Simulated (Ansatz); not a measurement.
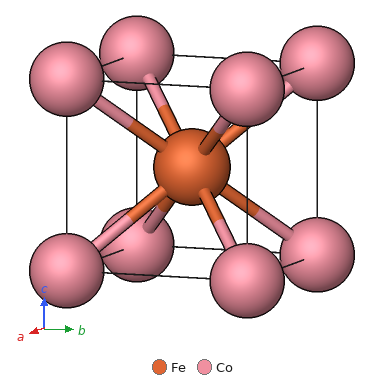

System: a slab cut from FeCo (slab content Fe₆Co₆), space group Pm-3m (No. 221). The picture shows the bulk cell.

Structure:
```xyz
2
Lattice="2.8004 0.0000 0.0000 0.0000 2.8004 0.0000 0.0000 0.0000 2.8004" Properties=species:S:1:pos:R:3 pbc="T T T"
Fe    1.4002    1.4002    1.4002
Co    0.0000    0.0000    0.0000
```

One of the inputs:
```
crystal:
  lattice:
    - [2.8004162579, 0.0, 0.0]
    - [0.0, 3.9603866522, 0.0]
    - [0.0, 0.0, 24.9009666305]
  atoms:
    - { symbol: Fe, position: [0.5, 0.0, 0.3011931268], spin: 2.99 }
    - { symbol: Co, position: [0.0, 0.5, 0.3011931268], spin: 1.98 }
    - { symbol: Fe, position: [0.5, 0.5, 0.3807158761], spin: 2.99 }
    - { symbol: Co, position: [0.0, 0.0, 0.3807158761], spin: 1.98 }
    - { symbol: Fe, position: [0.5, 0.0, 0.4602386254], spin: 2.99 }
    - { symbol: Co, position: [0.0, 0.5, 0.4602386254], spin: 1.98 }
    - { symbol: Fe, position: [0.5, 0.5, 0.5397613746], spin: 2.99 }
    - { symbol: Co, position: [0.0, 0.0, 0.5397613746], spin: 1.98 }
    - { symbol: Fe, position: [0.5, 0.0, 0.6192841239], spin: 2.99 }
    - { symbol: Co, position: [0.0, 0.5, 0.6192841239], spin: 1.98 }
    - { symbol: Fe, position: [0.5, 0.5, 0.6988068732], spin: 2.99 }
    - { symbol: Co, position: [0.0, 0.0, 0.6988068732], spin: 1.98 }
basis:
  ecutwfc: 420
kpoints:
  mp_grid: { grid: [12, 9, 1] }
hamiltonian:
  xc: pbesol
scf:
  occupations: { method: gaussian, width: 0.1 }
output:
  forces: true
  eigenvalues: true
  populations: true
  write_density: true
  write_potential: true
  elf: true
  volumetric_format: npy
magnetization:
  spin_polarized: true
relax:
  adjacent_minimum: "off"
  f_tol: 0.02
  max_steps: 60
efield:
  axis: 3
  dipole_correction: true
  ramp_width: 0.04
checkpoint:
  read: start.run
  write: ck
  compress: false
  write_wavefunctions: false
  write_every: 100000
```

Run as:
```bash
ansatz run input.yaml --threads 4 --pin off --max-ram 10240MiB --backend cpu --events-out ev --progress --plain --runs-dir out
```

Calculation (Ansatz 0.2.0): spacing and rumpling of the atomic planes of a slab cut from the relaxed bulk cell along the Miller plane (conventional indices), bottom to top, after all atoms relax, plane waves with PAW datasets, Γ-centred k mesh. Level: PBEsol, collinear spin.

```tsv
setting	value
space group in which the indices count	221
Miller index h	1
Miller index k	1
Miller index l	0
top plane	FeCo
bottom plane	FeCo
planes	6
surface cell	(1, 1)
slab thickness as cut	9.9 Å
vacuum	15 Å
surface area	11.09 Å²
surface a	2.8 Å
surface b	3.96 Å
surface angle	90 °
slab atoms	12
wave cutoff	420 eV
k mesh	12×9×1
occupations	Gaussian
smearing width	0.1 eV
boundary	dipole corrected
```

What does the calculation give for the spacing change of each pair of planes? The cases: 1–2; 2–3; 3–4; 4–5; 5–6.

The least value, −0.049 Å, is that of 1–2 and 5–6, and the largest, 0.009 Å, that of 2–3 and 4–5. In rising order: 1–2 (−0.049), 5–6 (−0.049), 3–4 (−0.003), 2–3 (0.009), 4–5 (0.009), in Å. The spacing to next, in Å, is 1.932 for 1–2, 1.989 for 2–3, 1.977 for 3–4, 1.989 for 4–5 and 1.932 for 5–6.

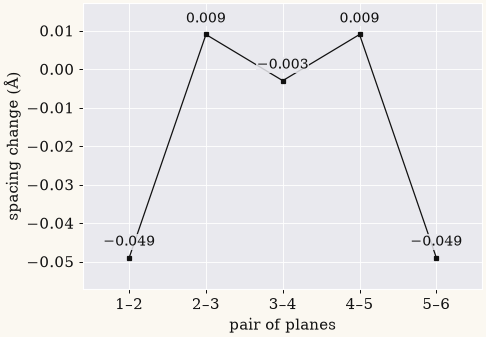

Limits of the calculation: k mesh lowers the symmetry; xc potential rough in thin density.
